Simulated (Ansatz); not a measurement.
# Geometry relaxation, with input and output: Sr$_{9}$Ti$_{8}$O$_{24}$ (part 2 of 2)

The same run, continued: Sr$_{9}$Ti$_{8}$O$_{24}$ (defect cell, 41 atoms in the cell); DFT, PBEsol, PAW, plane waves (Ansatz 0.2.0); cutoff 420 eV, 1×1×1 k-mesh, Fermi–Dirac smearing of 0.01 eV. 

### The program's output, continued
```
SCF iter   1: F=—  HF=-64744.767981 eV  |F-HF|=—  |Δ(HF+E_count)|=         —  Δρ=4.64e-3  dr2=2.35e-1  ethr=8.47e-5  ⟨swp⟩=4.0  Hψ=501  notcnv=0  defer=23
preconditioner: auto → Resta (q_TF=auto, 2.571 Å⁻¹)  ε∞=5.7  [insulator: Δε(μ)=0.066 eV  Ē_g=12.475 eV  σ=0.010 eV  W_gap=0.93  n_scr=146 (ndim 8)  ℏωp=26.9 eV  f_vac=0.000  D(μ)=13.60/eV (n_scr^D=92)  ε∞_Penn≈5.7]
SCF iter   2: F=—  HF=-64744.761827 eV  |F-HF|=—  |Δ(HF+E_count)|=   6.15e-3  Δρ=2.71e-3  dr2=4.26e-2  ethr=7.12e-5  ⟨swp⟩=1.0  Hψ=237  notcnv=0  defer=23
SCF iter   3: F=—  HF=-64744.760390 eV  |F-HF|=—  |Δ(HF+E_count)|=   1.44e-3  Δρ=1.11e-3  dr2=1.49e-2  ethr=1.29e-5  ⟨swp⟩=2.0  Hψ=184  notcnv=0  defer=23
SCF iter   4: F=—  HF=-64744.759846 eV  |F-HF|=—  |Δ(HF+E_count)|=   5.44e-4  Δρ=4.73e-4  dr2=2.88e-3  ethr=4.51e-6  ⟨swp⟩=1.0  Hψ=183  notcnv=0  defer=23
SCF iter   5: F=—  HF=-64744.760029 eV  |F-HF|=—  |Δ(HF+E_count)|=   1.83e-4  Δρ=3.01e-4  dr2=1.29e-3  ethr=8.73e-7  ⟨swp⟩=1.0  Hψ=183  notcnv=0  defer=23
SCF iter   6: F=—  HF=-64744.758710 eV  |F-HF|=—  |Δ(HF+E_count)|=   1.32e-3  Δρ=1.03e-4  dr2=1.35e-4  ethr=3.90e-7  ⟨swp⟩=1.0  Hψ=183  notcnv=0  defer=23
SCF iter   7: F=—  HF=-64744.758726 eV  |F-HF|=—  |Δ(HF+E_count)|=   1.59e-5  Δρ=3.55e-5  dr2=1.54e-5  ethr=4.08e-8  ⟨swp⟩=2.0  Hψ=193  notcnv=0  defer=23
SCF iter   8: F=—  HF=-64744.760339 eV  |F-HF|=—  |Δ(HF+E_count)|=   1.61e-3  Δρ=1.38e-5  dr2=1.24e-6  ethr=4.67e-9  ⟨swp⟩=2.0  Hψ=348  notcnv=0  defer=23
SCF iter   9: F=-64744.760339 eV  HF=-64744.760339 eV  |F-HF|=5.35e-8  |Δ(HF+E_count)|=   4.87e-8  Δρ=3.16e-6  dr2=7.22e-8  ethr=3.03e-11  ⟨swp⟩=12.0  Hψ=944  notcnv=0
SCF 28 converged in 9 iterations: F = -64744.760339 eV  dr2 = 7.22e-8
relax step  28: F+E_penalty+E_count = -64744.76033868 eV  Δ(F+E_penalty+E_count) = -2.333e-3 eV  max|allowed force component| = 2.794e-2 eV/Å  Δτ_max = 0.0325 Å  (9 SCF iters, accepted)
```

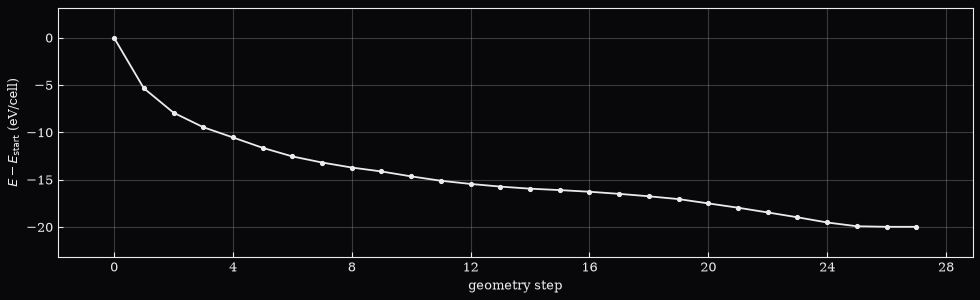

Fig. 1: Progress of the relaxation, step by step (the first geometry is step 0 here and step 1 in the log).

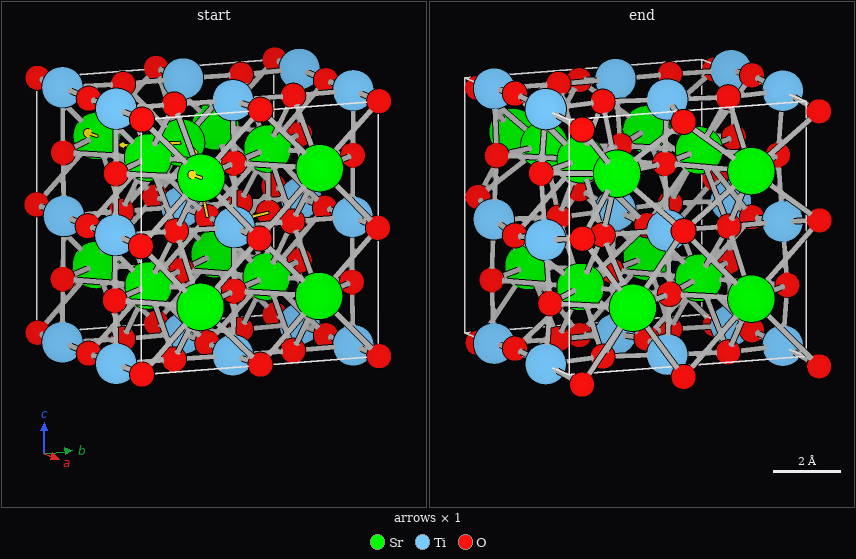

Fig. 2: Before (left) and after (right) the relaxation, at one scale (ball-and-stick view of the cell of the calculation (origin shifted), seen slightly off an axis). The yellow arrows give the displacements, at true length. The energy falls by 19.975 eV per cell of the calculation in 27 geometry steps. The largest force component goes from 11 to 0.028 eV/Å. The atom that moves furthest is O29 (2.47 Å). By element the largest moves are O 2.47 Å, Sr 1.95 Å, Ti 0.20 Å. The cell doesn't change. Distances before and after: Ti11–O29 4.360 → 2.011 Å, Ti14–O29 1.947 → 4.089 Å, Sr9–O27 4.760 → 2.622 Å, Sr9–O28 4.734 → 2.644 Å. New bonds form: Sr4–O29 (4.79 → 2.92 Å), Sr5–O41 (4.38 → 2.77 Å), Sr9–O20 (3.86 → 2.28 Å), Sr9–O27 (4.76 → 2.62 Å). Bonds break: Sr2–O20 (2.74 → 4.01 Å), Sr2–O33 (2.78 → 4.01 Å), Sr2–O34 (2.74 → 3.99 Å), Sr5–O29 (2.75 → 4.69 Å). Among the angles that change: O26–Sr9–O29 179.1° → 69.0°, Sr8–O29–Sr9 60.2° → 165.5°, O25–Ti10–O29 179.5° → 88.7°. (Atoms are counted from 1 in the order of the input.)

```
SCF converged after 9 iterations
Free energy (F): -64744.760339 eV
Harris-Foulkes:  -64744.760339 eV  (|F-HF|=5.35e-8)
Internal energy: -64744.753702 eV  (E = F + TS)
E sigma→0 (E₀):  -64744.757021 eV
Entropy (-TS):   -0.006636 eV (-0.162 meV/atom)
Fermi energy:    13.192661 eV
--- Per-component energies (eV) ---
  E_band       = -1418.391961
  E_kinetic    = 8664.689662
  E_local      = -18813.337021  (includes V_loc(G=0)·N_el)
  E_nonlocal   = 3031.031194
  E_hartree    = 6501.747309
  E_xc         = -4115.428958
  E_vxc        = -4734.620342  (∫ρ·V_xc dr)
  E_paw        = -35621.200324  (= ΣΔE_a)
  E_vpaw       = -2569.713905  (= ΣTr[D̂ρ^β])
  E_aug_tail   = 0.059847  (compensation charges beyond the density's cutoff)
  E_ewald      = -24395.486522
  E_core_change = 3.171111  (= ΣΔE_core)
  E_smearing   = -0.006636  (= −TS)
  E_closure    = -0.000000  (closes the sum)
  Σ components = -64744.760339   (vs F -64744.760339, Δ=0.00e0)
--- Forces (eV/Å), atoms counted from 1 ---
  atom   1  Sr    -0.00438174    -0.00439029    -0.00194479
  atom   2  Sr     0.00542281    -0.00603150    -0.01259239
  atom   3  Sr     0.00085341     0.00109064     0.00411184
  atom   4  Sr     0.00362530     0.00381508    -0.00812350
  atom   5  Sr     0.00328014    -0.00255111     0.00053736
  atom   6  Sr     0.00180318    -0.00454280    -0.00293630
  atom   7  Sr     0.00192193     0.01449709     0.01560624
  atom   8  Sr     0.00212009     0.00349311     0.00006848
  atom   9  Sr    -0.00856167    -0.00755499    -0.00162294
  atom  10  Ti     0.00729239     0.00883069     0.00659598
  atom  11  Ti     0.00411702     0.00826484    -0.00328723
  atom  12  Ti     0.01262387     0.01482399     0.01208361
  atom  13  Ti    -0.01138892     0.00989960     0.00858744
  atom  14  Ti     0.01442065    -0.01078844     0.02053289
  atom  15  Ti    -0.01918005     0.01564132     0.00911959
  atom  16  Ti     0.01341445     0.00324609     0.02794479
  atom  17  Ti    -0.02007462     0.01979316     0.01244975
  atom  18  O     -0.00759074    -0.00902057    -0.01676065
  atom  19  O      0.00513140    -0.00901210    -0.02231178
  atom  20  O      0.00378354    -0.00431630    -0.01146099
  atom  21  O      0.00033818     0.00510063     0.02419988
  atom  22  O      0.00080889    -0.00052586    -0.00087599
  atom  23  O      0.00203394     0.00417301     0.00656262
  atom  24  O      0.00448342     0.00243500     0.00623489
  atom  25  O      0.00336379     0.00575684    -0.00169077
  atom  26  O     -0.00461168    -0.00854686    -0.00137250
  atom  27  O     -0.00205773     0.00106341    -0.00526966
  atom  28  O     -0.00183077    -0.01013605    -0.00286914
  atom  29  O     -0.00817865    -0.00365841     0.00622707
  atom  30  O     -0.00761573    -0.01294173    -0.01407589
  atom  31  O      0.01361487    -0.00104074    -0.00203932
  atom  32  O     -0.01195540    -0.00477982    -0.00034300
  atom  33  O     -0.00932451     0.00336322     0.00033587
  atom  34  O      0.00367101     0.00354305     0.00207851
  atom  35  O     -0.01134670    -0.00876346     0.00459066
  atom  36  O      0.01088216     0.00557810     0.01074844
  atom  37  O     -0.01232810     0.00155442    -0.01886210
  atom  38  O      0.00936902    -0.00185702    -0.01071916
  atom  39  O     -0.01610351    -0.01461750    -0.01949580
  atom  40  O      0.01587731    -0.01095811    -0.01873519
  atom  41  O      0.01216343     0.00008526    -0.00119864
  max |Σ_I F_I| component: 1.14e-4 eV/Å
--- Band table (eV) ---
  k-point 0: bands = ["-45.0849", "-45.0727", "-45.0703", "-45.0650", "-45.0626", "-45.0621", "-45.0608", "-45.0566", "-22.6379", "-22.2438", "-21.7508", "-21.7467", "-21.6563", "-21.6286", "-21.6097", "-21.5903", "-21.5880", "-21.5708", "-21.5470", "-21.5451", "-21.5353", "-21.5318", "-21.5306", "-21.5238", "-21.5177", "-21.5157", "-21.4937", "-21.4862", "-21.4652", "-21.4634", "-21.4622", "-21.4610", "-21.4524", "-21.4461", "-21.4418", "-21.4415", "-21.4304", "-21.3997", "-21.2851", "-21.2759",
      "-21.1625", "-7.6920", "-7.1445", "-7.1241", "-6.9095", "-6.7495", "-6.7172", "-6.4951", "-6.3506", "-6.2499", "-6.1887", "-6.0152", "-6.0130", "-5.9396", "-5.8735", "-5.8429", "-5.8380", "-5.7719", "-5.7539", "-5.7443", "-5.6751", "-5.5849", "-5.5477", "-5.5061", "-5.3634", "-4.9143", "-4.5260", "-4.1820", "-4.1674", "-3.8636", "-3.7986", "-3.7453", "-3.7343", "-3.6977", "-3.6422", "-3.5603", "-3.5404", "-3.5089", "-3.4931", "-3.4346",
      "-3.4295", "-3.3836", "-3.3136", "-3.2988", "-3.1719", "-3.1103", "-3.0955", "-2.8274", "-2.8177", "-2.5952", "-2.5660", "-1.9068", "6.1999", "6.2226", "6.3523", "6.3572", "6.4817", "6.4848", "6.4983", "6.5851", "6.6367", "6.6522", "6.7335", "6.7998", "6.8356", "6.8445", "6.8912", "6.9027", "7.1101", "7.1705", "7.2292", "7.2949", "7.3127", "7.3620", "7.4142", "7.5235", "7.5552", "7.5764", "7.6537", "7.6676",
      "7.7026", "7.7304", "7.7563", "7.7900", "7.8383", "7.8934", "7.9389", "8.0079", "8.0612", "8.1253", "8.2321", "8.4237", "8.4519", "8.4784", "8.5822", "8.6959", "8.7858", "8.8243", "8.9240", "8.9421", "9.0957", "9.1750", "9.2263", "9.2711", "9.3481", "9.3620", "9.4098", "9.4300", "9.4681", "9.5030", "9.5043", "9.5522", "9.5588", "9.6668", "9.7231", "9.7448", "9.9133", "9.9369", "9.9861", "10.0054",
      "10.0114", "10.1636", "10.1995", "10.2406", "13.1607", "13.2246", "13.3321", "13.3419", "13.4410", "13.4703", "14.2144", "14.2414", "14.2621", "14.3421", "14.3713", "14.3852", "14.4117", "14.4176", "14.4566", "14.4670", "14.5036", "14.5324", "14.6502", "14.8427", "14.8994", "14.9054", "14.9296", "15.0599", "15.6005", "15.9417", "15.9833", "16.0017", "16.0773", "16.0850", "16.4579", "16.6295", "16.6541", "16.9967", "17.2154", "17.3025",
      "17.4041", "17.4508", "17.4805", "17.6475", "17.7302", "17.9418"]
--- Relaxed structure (28 steps of the walk, 28 accepted, 0 SCFs on fresh bases) ---
  F+E_penalty+E_count = -64744.76033868 eV   max|allowed force component| = 2.794e-2 eV/Å
  atoms:
    - { symbol: Sr, position: [1.0121354167196275, 1.0118401817727847, 0.9940977125671964] }
    - { symbol: Sr, position: [0.8585713645848906, 0.012772361974210989, 0.49465828756727676] }
    - { symbol: Sr, position: [0.011904308789610869, 0.5116384719797651, -0.006265228845296297] }
    - { symbol: Sr, position: [1.0115656950559058, 0.5116203305136479, 0.4941209630431996] }
    - { symbol: Sr, position: [0.5120436011636309, 0.011677588846231395, 0.993807813429986] }
    - { symbol: Sr, position: [0.512365659512091, 1.012092600900501, 0.49454454267552533] }
    - { symbol: Sr, position: [0.5103002702333349, 0.5113014907981742, 0.9931097250403017] }
    - { symbol: Sr, position: [0.5118980877167145, 0.5116684120713032, 0.4937630804627302] }
    - { symbol: Sr, position: [0.16626069892272732, 0.010706270373364158, 0.4929786321922694] }
    - { symbol: Ti, position: [0.26420643961900014, 0.26749181481279266, 0.23752080356092575] }
    - { symbol: Ti, position: [0.2646609732417713, 0.26777760319998034, 0.7499683688169214] }
    - { symbol: Ti, position: [0.2636873998399291, 0.7547766286676196, 0.23707748181506433] }
    - { symbol: Ti, position: [0.26527779552657044, 0.755183413397816, 0.7497864276325368] }
    - { symbol: Ti, position: [0.7584867911185282, 0.26867051415235055, 0.23727058376090907] }
    - { symbol: Ti, position: [0.7589868921929878, 0.2683506125629866, 0.7506164607375587] }
    - { symbol: Ti, position: [0.7577741297751996, 0.7553414061791791, 0.23721293663473905] }
    - { symbol: Ti, position: [0.7597853725757487, 0.755358259891057, 0.7503954255992782] }
    - { symbol: O, position: [0.23188185195443156, 0.2645627742266363, 0.9943295086043307] }
    - { symbol: O, position: [0.23377387490512327, 0.7586514281359039, -0.005764914980122774] }
    - { symbol: O, position: [0.30193657795146767, 0.750488549366965, 0.4940884806108071] }
    - { symbol: O, position: [0.7911748561807675, 0.2646046906061147, -0.0064390943793666425] }
    - { symbol: O, position: [0.7235513607573049, 0.2735580214735909, 0.49389387276210844] }
    - { symbol: O, position: [0.793979341632397, 0.7594389244759562, 0.99360216906945] }
    - { symbol: O, position: [0.7251344259814088, 0.7503439986048512, 0.4935164001187177] }
    - { symbol: O, position: [1.012892684180788, 0.22578453862663692, 0.27948771030983677] }
    - { symbol: O, position: [1.0121708455795217, 0.22582673786288807, 0.7075946934205071] }
    - { symbol: O, position: [1.0138115336250417, 0.7983814161398014, 0.28046752815859094] }
    - { symbol: O, position: [0.01248190028744109, 0.797369410284327, 0.708093243261899] }
    - { symbol: O, position: [0.3002254936302843, 0.2727274858869136, 0.4941398614307559] }
    - { symbol: O, position: [0.5118890779663905, 0.28943799490712313, 0.7717848176978597] }
    - { symbol: O, position: [0.513091475487936, 0.7334827940091998, 0.21574004588253742] }
    - { symbol: O, position: [0.5125589310188534, 0.7342095708316653, 0.7719847577873548] }
    - { symbol: O, position: [0.30218281018085713, 1.0117448191301581, 0.23259044697415396] }
    - { symbol: O, position: [0.2995489311083199, 0.011965884759108439, 0.7553301602897653] }
    - { symbol: O, position: [0.23402402472508935, 0.5119311298655781, 0.24109278981928428] }
    - { symbol: O, position: [0.23147620438813693, 0.5120133496510088, 0.7461751400746481] }
    - { symbol: O, position: [0.7251208478219261, 0.011524599550620379, 0.2326941572759561] }
    - { symbol: O, position: [0.7233549420734006, 1.011832741675121, 0.75548059352788] }
    - { symbol: O, position: [0.7944506224464233, 0.511639536960683, 0.24156205188769228] }
    - { symbol: O, position: [0.7904454719227182, 0.5116113362184018, 0.7474414780580229] }
    - { symbol: O, position: [0.512624017605701, 0.290099304656981, 0.21600408564620496] }
--- Löwdin populations: 41 sites ---
  site symbol       q [e]
     0     Sr      8.2744
     1     Sr      8.2415
     2     Sr      8.2718
     3     Sr      8.2744
     4     Sr      8.2713
     5     Sr      8.2543
     6     Sr      8.2621
     7     Sr      8.2713
     8     Sr      8.2410
     9     Ti     10.8926
    10     Ti     10.8913
    11     Ti     10.8883
    12     Ti     10.8932
    13     Ti     10.8921
    14     Ti     10.8907
    15     Ti     10.8882
    16     Ti     10.8923
    17      O      6.8244
    18      O      6.8194
    19      O      6.9539
    20      O      6.8191
    21      O      6.9542
    22      O      6.8243
    23      O      6.9542
    24      O      6.9181
    25      O      6.9205
    26      O      6.9216
    27      O      6.9173
    28      O      6.9548
    29      O      6.8413
    30      O      6.8379
    31      O      6.8420
    32      O      6.9545
    33      O      6.9543
    34      O      6.8181
    35      O      6.8251
    36      O      6.9542
    37      O      6.9539
    38      O      6.8251
    39      O      6.8191
    40      O      6.8409
  spilling = 0.009882 (of n_electrons = 330.000000)
```

The run was set up as follows.

### The input
```yaml
crystal:
  lattice:
    - [7.782821, 0.000000, 0.000000]
    - [0.000000, 7.782821, 0.000000]
    - [0.000000, 0.000000, 7.782821]
  atoms:
    - { symbol: Sr, position: [0.997644, 0.999683, 0.996348] }
    - { symbol: Sr, position: [0.998018, 0.002722, 0.502201] }
    - { symbol: Sr, position: [0.001091, 0.498444, 0.003475] }
    - { symbol: Sr, position: [0.999314, 0.502141, 0.504379] }
    - { symbol: Sr, position: [0.498415, 0.000282, 0.997936] }
    - { symbol: Sr, position: [0.503563, 0.996262, 0.500843] }
    - { symbol: Sr, position: [0.502841, 0.497199, 0.997814] }
    - { symbol: Sr, position: [0.498250, 0.502489, 0.498538] }
    - { symbol: Sr, position: [0.249339, 0.247577, 0.499618] }
    - { symbol: Ti, position: [0.252254, 0.247995, 0.248669] }
    - { symbol: Ti, position: [0.251969, 0.254464, 0.751300] }
    - { symbol: Ti, position: [0.252306, 0.751829, 0.248056] }
    - { symbol: Ti, position: [0.245792, 0.748331, 0.752203] }
    - { symbol: Ti, position: [0.749096, 0.252059, 0.249733] }
    - { symbol: Ti, position: [0.751632, 0.244967, 0.748535] }
    - { symbol: Ti, position: [0.752621, 0.748652, 0.255320] }
    - { symbol: Ti, position: [0.748753, 0.753654, 0.750121] }
    - { symbol: O, position: [0.247535, 0.250522, 0.999597] }
    - { symbol: O, position: [0.250703, 0.747509, 0.001140] }
    - { symbol: O, position: [0.245054, 0.751346, 0.495925] }
    - { symbol: O, position: [0.751779, 0.249460, 0.000563] }
    - { symbol: O, position: [0.748064, 0.251495, 0.501427] }
    - { symbol: O, position: [0.749662, 0.747646, 0.999354] }
    - { symbol: O, position: [0.752948, 0.750651, 0.496921] }
    - { symbol: O, position: [0.998915, 0.247391, 0.246714] }
    - { symbol: O, position: [0.999071, 0.251940, 0.751657] }
    - { symbol: O, position: [0.996716, 0.748690, 0.252017] }
    - { symbol: O, position: [0.002227, 0.751038, 0.749444] }
    - { symbol: O, position: [0.499009, 0.248715, 0.248596] }
    - { symbol: O, position: [0.496793, 0.248833, 0.753790] }
    - { symbol: O, position: [0.498077, 0.744079, 0.249404] }
    - { symbol: O, position: [0.497161, 0.748843, 0.749132] }
    - { symbol: O, position: [0.249188, 0.996893, 0.249108] }
    - { symbol: O, position: [0.250697, 0.002616, 0.747698] }
    - { symbol: O, position: [0.254190, 0.494715, 0.247604] }
    - { symbol: O, position: [0.255740, 0.497292, 0.750184] }
    - { symbol: O, position: [0.753221, 0.004112, 0.252881] }
    - { symbol: O, position: [0.750673, 0.997479, 0.750005] }
    - { symbol: O, position: [0.745578, 0.498957, 0.253729] }
    - { symbol: O, position: [0.753832, 0.498399, 0.748684] }
    - { symbol: O, position: [0.503962, 0.504128, 0.248891] }
  symmetry: { detect: false }
kpoints:
  mp_grid: { grid: [1, 1, 1], shift: [0.25, 0.25, 0.25] }
hamiltonian:
  xc: pbesol
scf:
  occupations: { method: fermi_dirac, width: 0.01 }
relax:
  f_tol: 0.03
  max_steps: 80
  escape_saddle: false
  adjacent_minimum: "off"
output:
  forces: true
  eigenvalues: true
  populations: true
```

Launch command:
```bash
ansatz run in.yaml --threads 8 --pin off --max-ram 118750MiB --runs-dir r --events-out ev --progress --plain --backend cuda --devices 0,
```

### Summary

```tsv
quantity	value
outcome	converged
electrons treated	330
free energy	−64744.7603 eV
Fermi energy	13.193 eV
largest force (length of the vector) at the end	0.031 eV/Å
hardware	1 × NVIDIA GB300 Max-Q, 8 threads of Arm Neoverse-V2, 125 GiB of memory available, shared host
wall time	22 s (CPU time 38 s)
peak memory	1.8 GiB
```

### Remarks

The k-point mesh is coarse for a cell of this size, so the results may not be converged.
